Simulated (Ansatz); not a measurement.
## Electronic structure of HfSiO4 in real space

Input file:

```
crystal:
  lattice:
    - [5.0321402187, 0.0, 0.0964760926]
    - [0.0, 4.7723069552, 0.0]
    - [-0.7667580942, 0.0, 4.9340114173]
  atoms:
    - { symbol: Hf, position: [0.288779097, 0.4817724937, 0.4730116782] }
    - { symbol: Hf, position: [0.711220903, 0.9817724937, 0.5269883218] }
    - { symbol: Si, position: [0.8006224161, 0.465866967, 0.0592444393] }
    - { symbol: Si, position: [0.1993775839, -0.034133033, 0.9407555607] }
    - { symbol: O, position: [0.4087608717, 0.8086279514, 0.7313880145] }
    - { symbol: O, position: [0.5912391283, 0.3086279514, 0.2686119855] }
    - { symbol: O, position: [0.6139615765, 0.3250031211, 0.7836831674] }
    - { symbol: O, position: [0.3860384235, 0.8250031211, 0.2163168326] }
    - { symbol: O, position: [0.0710886382, 0.248616775, 0.1220964153] }
    - { symbol: O, position: [0.9289113618, 0.748616775, 0.8779035847] }
    - { symbol: O, position: [0.9123077291, 0.6701126917, 0.3479761089] }
    - { symbol: O, position: [0.0876922709, 0.1701126917, 0.6520238911] }
kpoints:
  mp_grid: { grid: [6, 6, 6] }
  band_path:
    path:
      - [0.0, 0.0, 0.0]
      - [4.277369224699e-19, -0.5, -2.566575488984e-34]
      - [0.5, -0.5, 1.981887198257e-18]
      - [0.5, -4.468131210081e-35, 1.981887198257e-18]
      - [0.0, 0.0, 0.0]
      - [0.5, 1.998798456263e-18, -0.5]
      - [0.5, -0.5, -0.5]
      - [4.277369224699e-19, -0.5, -2.566575488984e-34]
      - [2.374489869484e-17, -0.5, -0.5]
      - [2.374489869484e-17, 1.998798456263e-18, -0.5]
      - [0.0, 0.0, 0.0]
    npoints: 10
hamiltonian:
  xc: pbe
scf:
  occupations: { method: fermi_dirac, width: 0.02 }
  n_extra_bands: 7
output:
  forces: true
  stress: true
  eigenvalues: true
  write_density: true
  write_potential: true
  elf: true
  volumetric_format: npy
```

Below, planes, directions and counts refer to the conventional cell (a = 4.99 Å, b = 4.77 Å, c = 5.03 Å, α = 90.00°, β = 97.73°, γ = 90.00°).

Space group P2₁; a structure from a database of computed crystals, not necessarily the ambient phase; started from the monoclinic host prototype, which need not be the ambient phase; computed pressure about 7 GPa in this cell.

All numbers below come from Ansatz 0.2.0, DFT, PBE, plane waves, PAW.

In a PAW calculation such maps are meaningful between the atoms, not at the nuclei.

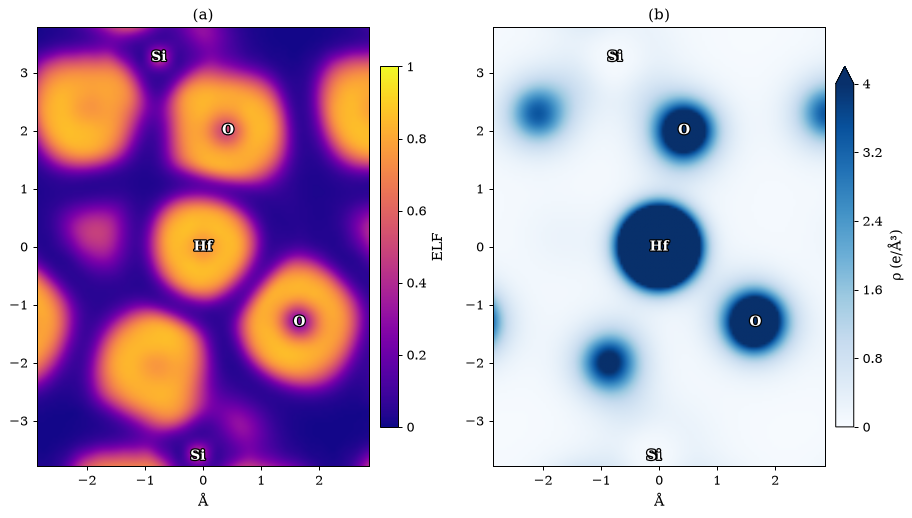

Figure 1. (a) electron localisation function; (b) valence pseudo-density on the (110) plane of the conventional cell.

### What do the fields say about this system?

The section cuts through Hf, Si and O sites. Atoms just off the plane (O, 0.4 Å away) can leave unmarked features too. Hf–O (2.06 Å): ρ is about 0.82 e/Å³ halfway; the ELF peaks at about 0.80 in the valence shell of O, 0.6 Å from its nucleus, and drops to about 0.20 between the two atoms: no localised pair shows between them. Si–O (1.75 Å): the density is about 0.96 e/Å³ at the midpoint; the ELF peaks at about 0.85 between the atoms. Hf–O (2.11 Å): ρ at the midpoint is about 0.71 e/Å³; the ELF peaks at about 0.85 in the valence shell of O, 0.6 Å from its nucleus, and drops to about 0.20 between the two atoms: no localised pair shows between them. Between the atoms the lowest density in this plane is 0.02 e/Å³. The features right at Hf lie inside the PAW spheres, where the map follows smoothed inner orbitals and isn't to be read closely.

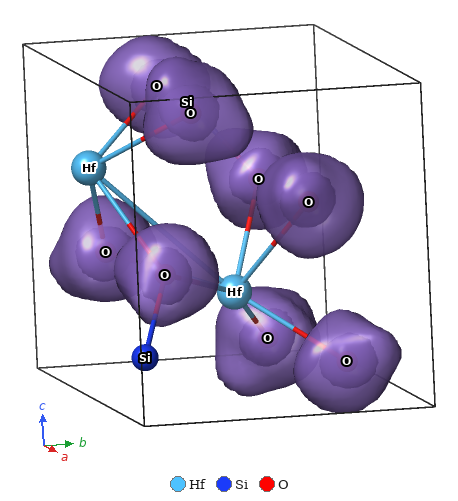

Figure 2. Isosurface of the electron localisation function at 0.75 (purple), seen slightly off an axis. Only the valence region is drawn (cores and ρ < 0.01 e/Å³ removed). Sticks mark near contacts.

### Where are the electrons localised?

At this value the surface marks out eight regions on O in which the atom's valence shell and bonds are merged, counted in one cell of 12 atoms. Regions shared between cells count once. Along the contacts the grid gives the following. Si–O (1.70 Å): the ELF peaks at about 0.85 between the atoms.

### Does the calculation give a band gap?

It is gapped, with a Kohn–Sham gap of 2.8 eV on the k-point mesh, an upper bound to the gap of this method.
